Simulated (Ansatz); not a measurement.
## Two runs on Sr

System: Sr (P6/mmm, 3 atoms in the cell).
Method of run A: DFT, RPBE, plane waves (420 eV) with PAW, scalar-relativistic, no spin polarisation (Ansatz 0.2.0).

Text and figures count atoms from 1; the logs count them from 0 in places.

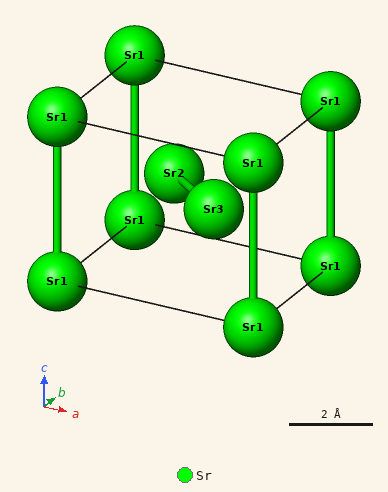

The input geometry (ball-and-stick view of the cell of the calculation, seen slightly off an axis; atoms are numbered from 1 in the order of the input). Near neighbours in the crystal (not all of them lie inside the picture): Sr has 2 Sr at 4.07 Å; Sr has 5 Sr at 3.92 to 4.07 Å.

**Input, run A**
```yaml
crystal:
  lattice:
    - [6.7939812788, 0.0, 0.0]
    - [-3.3969906394, 5.8837603803, 0.0]
    - [0.0, 0.0, 4.0727263092]
  atoms:
    - { symbol: Sr, position: [0.0, 0.0, 0.0] }
    - { symbol: Sr, position: [0.3333333333, 0.6666666667, 0.5] }
    - { symbol: Sr, position: [0.6666666667, 0.3333333333, 0.5] }
hamiltonian:
  xc: rpbe
  pseudopotentials:
    kind: paw
    azcp:
      Sr: "pseudopotentials/Sr.paw.azcp"
basis:
  ecutwfc: 420
  fft_grid_basis: typed
kpoints:
  mp_grid: { grid: [7, 7, 10], shift: [0, 0, 0] }
magnetization:
  spin_polarized: false
scf:
  occupations: { method: fermi_dirac, width: 0.1 }
output:
  stress: true
  write_density: true
  write_potential: true
  elf: true
  volumetric_format: npy
```

Hardware: 2 threads of an Arm (aarch64) CPU, shared host.

**Output, shortened to warnings, some set-up lines, iterations and results (run A)**
```
Basis set: ecut = 420 eV, 3205 PW (Γ)
Symmetry: 24 space group operations
k-points: 48 of 490
Initial density: superposition of atomic densities (neutral atoms: chi_scale 0, normalization atom), corrected by the library's trained network
[...]
SCF iter   1: F=—  HF=-10652.960944 eV  |F-HF|=—  |Δ(HF+E_count)|=         —  Δρ=1.92e-3  dr2=1.33e-2  ethr=1.77e-3  ⟨swp⟩=10.6  Hψ=12925  notcnv=0
SCF iter   2: F=—  HF=-10652.963570 eV  |F-HF|=—  |Δ(HF+E_count)|=   2.63e-3  Δρ=1.30e-3  dr2=5.93e-3  ethr=4.42e-5  ⟨swp⟩=2.0  Hψ=1796  notcnv=0
SCF iter   3: F=—  HF=-10652.964277 eV  |F-HF|=—  |Δ(HF+E_count)|=   7.07e-4  Δρ=3.29e-4  dr2=1.21e-4  ethr=1.98e-5  ⟨swp⟩=2.2  Hψ=1325  notcnv=0
SCF iter   4: F=—  HF=-10652.964293 eV  |F-HF|=—  |Δ(HF+E_count)|=   1.60e-5  Δρ=1.10e-4  dr2=2.71e-5  ethr=4.02e-7  ⟨swp⟩=2.4  Hψ=1736  notcnv=0
SCF iter   5: F=—  HF=-10652.964285 eV  |F-HF|=—  |Δ(HF+E_count)|=   7.54e-6  Δρ=2.35e-5  dr2=1.13e-6  ethr=9.04e-8  ⟨swp⟩=2.6  Hψ=1632  notcnv=0
SCF iter   6: F=-10652.964285 eV  HF=-10652.964285 eV  |F-HF|=1.99e-8  |Δ(HF+E_count)|=   5.16e-8  Δρ=5.17e-6  dr2=7.45e-8  ethr=3.33e-10  ⟨swp⟩=11.5  Hψ=10235  notcnv=0
SCF 1 converged in 6 iterations: F = -10652.964285 eV  dr2 = 7.45e-8
SCF converged after 6 iterations
Free energy (F): -10652.964285 eV
Harris-Foulkes:  -10652.964285 eV  (|F-HF|=1.99e-8)
Internal energy: -10652.797417 eV  (E = F + TS)
E sigma→0 (E₀):  -10652.880851 eV
Entropy (-TS):   -0.166868 eV (-55.623 meV/atom)
Fermi energy:    5.252744 eV
--- Per-component energies (eV) ---
  E_band       = -403.748548
  E_kinetic    = 725.949623
  E_local      = -2303.710321  (includes V_loc(G=0)·N_el)
  E_nonlocal   = 605.204672
  E_hartree    = 583.683837
  E_xc         = -515.962215
  E_vxc        = -478.693692  (∫ρ·V_xc dr)
  E_paw        = -8102.513919  (= ΣΔE_a)
  E_vpaw       = -119.866475  (= ΣTr[D̂ρ^β])
  E_aug_tail   = -0.000003  (compensation charges beyond the density's cutoff)
  E_ewald      = -1645.248452
  E_core_change = -0.200639  (= ΣΔE_core)
  E_smearing   = -0.166868  (= −TS)
  E_closure    = 0.000000  (closes the sum)
  Σ components = -10652.964285   (vs F -10652.964285, Δ=0.00e0)
--- Stress (GPa, compression-positive) ---
        1.053630      -0.000000       0.000000
       -0.000000       1.053630       0.000000
        0.000000       0.000000       0.908351
  P = ⅓ Tr σ = 1.0052 GPa (10.052 kbar)
```

The input of run B differs as follows (lines with − go, lines with + come):
```diff
-    - [6.7939812788, 0.0, 0.0]
-    - [-3.3969906394, 5.8837603803, 0.0]
-    - [0.0, 0.0, 4.0727263092]
+    - [7.1669821341, 0.0, 0.0]
+    - [-3.583491067, 6.2067885966, 0.0]
+    - [0.0, 0.0, 4.2963257473]
```

How does run B compare with run A?

With the same functional and potentials, run B lies 4.2 meV per atom lower. The pressure goes from 1.01 to −0.69 GPa. The volume per atom goes from 54.27 to 63.71 Å³. The number of SCF iterations is the same. The plane waves at Γ go from 3205 to 3693.

**Output, shortened to warnings, some set-up lines, iterations and results (run B)**
```
Basis set: ecut = 420 eV, 3693 PW (Γ)
Symmetry: 24 space group operations
k-points: 48 of 490
Initial density: superposition of atomic densities (neutral atoms: chi_scale 0, normalization atom), corrected by the library's trained network
[...]
SCF iter   1: F=—  HF=-10652.972330 eV  |F-HF|=—  |Δ(HF+E_count)|=         —  Δρ=1.64e-3  dr2=9.44e-3  ethr=1.77e-3  ⟨swp⟩=10.7  Hψ=12953  notcnv=0
SCF iter   2: F=—  HF=-10652.975514 eV  |F-HF|=—  |Δ(HF+E_count)|=   3.18e-3  Δρ=1.13e-3  dr2=4.54e-3  ethr=3.15e-5  ⟨swp⟩=2.2  Hψ=1850  notcnv=0
SCF iter   3: F=—  HF=-10652.976643 eV  |F-HF|=—  |Δ(HF+E_count)|=   1.13e-3  Δρ=2.61e-4  dr2=1.73e-4  ethr=1.51e-5  ⟨swp⟩=2.1  Hψ=1263  notcnv=0
SCF iter   4: F=—  HF=-10652.976648 eV  |F-HF|=—  |Δ(HF+E_count)|=   5.23e-6  Δρ=7.28e-5  dr2=2.16e-5  ethr=5.76e-7  ⟨swp⟩=2.1  Hψ=1566  notcnv=0
SCF iter   5: F=—  HF=-10652.976740 eV  |F-HF|=—  |Δ(HF+E_count)|=   9.24e-5  Δρ=2.30e-5  dr2=7.66e-7  ethr=7.20e-8  ⟨swp⟩=2.4  Hψ=1507  notcnv=0
SCF iter   6: F=-10652.976741 eV  HF=-10652.976741 eV  |F-HF|=1.08e-9  |Δ(HF+E_count)|=   1.28e-7  Δρ=5.92e-6  dr2=5.58e-8  ethr=3.33e-10  ⟨swp⟩=14.6  Hψ=9950  notcnv=0
SCF 1 converged in 6 iterations: F = -10652.976741 eV  dr2 = 5.58e-8
SCF converged after 6 iterations
Free energy (F): -10652.976741 eV
Harris-Foulkes:  -10652.976741 eV  (|F-HF|=1.08e-9)
Internal energy: -10652.811894 eV  (E = F + TS)
E sigma→0 (E₀):  -10652.894317 eV
Entropy (-TS):   -0.164846 eV (-54.949 meV/atom)
Fermi energy:    4.198728 eV
--- Per-component energies (eV) ---
  E_band       = -442.591973
  E_kinetic    = 721.682468
  E_local      = -2432.910233  (includes V_loc(G=0)·N_el)
  E_nonlocal   = 604.936853
  E_hartree    = 629.840866
  E_xc         = -514.086474
  E_vxc        = -476.077969  (∫ρ·V_xc dr)
  E_paw        = -8102.452151  (= ΣΔE_a)
  E_vpaw       = -119.900691  (= ΣTr[D̂ρ^β])
  E_aug_tail   = -0.000003  (compensation charges beyond the density's cutoff)
  E_ewald      = -1559.622582
  E_core_change = -0.200639  (= ΣΔE_core)
  E_smearing   = -0.164846  (= −TS)
  E_closure    = 0.000000  (closes the sum)
  Σ components = -10652.976741   (vs F -10652.976741, Δ=0.00e0)
--- Stress (GPa, compression-positive) ---
       -0.701825       0.000000       0.000000
        0.000000      -0.701825       0.000000
        0.000000       0.000000      -0.655938
  P = ⅓ Tr σ = -0.6865 GPa (-6.865 kbar)
```

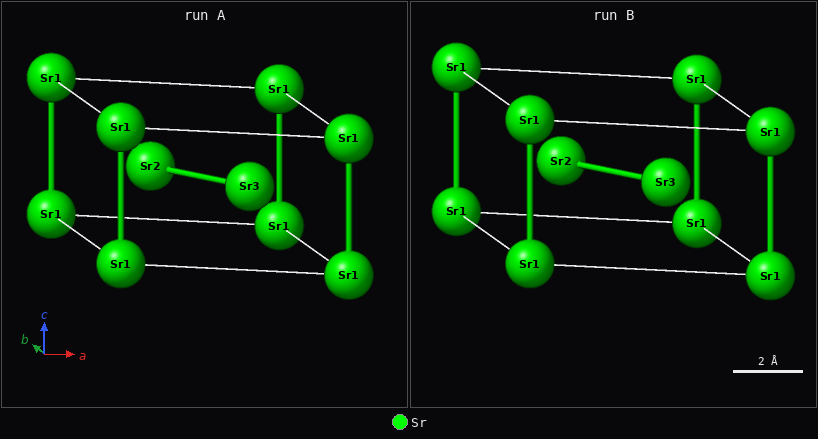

The two input geometries at one scale (ball-and-stick view of the cell of the calculation, seen slightly off an axis). The atoms keep their places relative to the cell (all moves are under 0.005 Å). The drawn cell changes as follows: a = b 6.794 → 7.167 Å (+5.5 %), c 4.073 → 4.296 Å (+5.5 %); the volume changes by +17.4 %. Among the contacts that change: Sr1–Sr1 4.073 → 4.296 Å, Sr2–Sr3 3.923 → 4.138 Å.

**The two runs side by side**

| quantity | run A | run B |
| --- | --- | --- |
| outcome | converged | converged |
| free energy per atom (eV) | −3550.9881 | −3550.9922 |
| energy per atom, smearing taken to zero (eV) | −3550.9603 | −3550.9648 |
| pressure (GPa) | 1.01 | −0.69 |
| volume per atom (Å³) | 54.27 | 63.71 |
| SCF iterations | 6 | 6 |
| irreducible k-points | 48 | 48 |
| plane waves at Γ | 3205 | 3693 |
| wall time (shared host) | 11 s | 9.6 s |
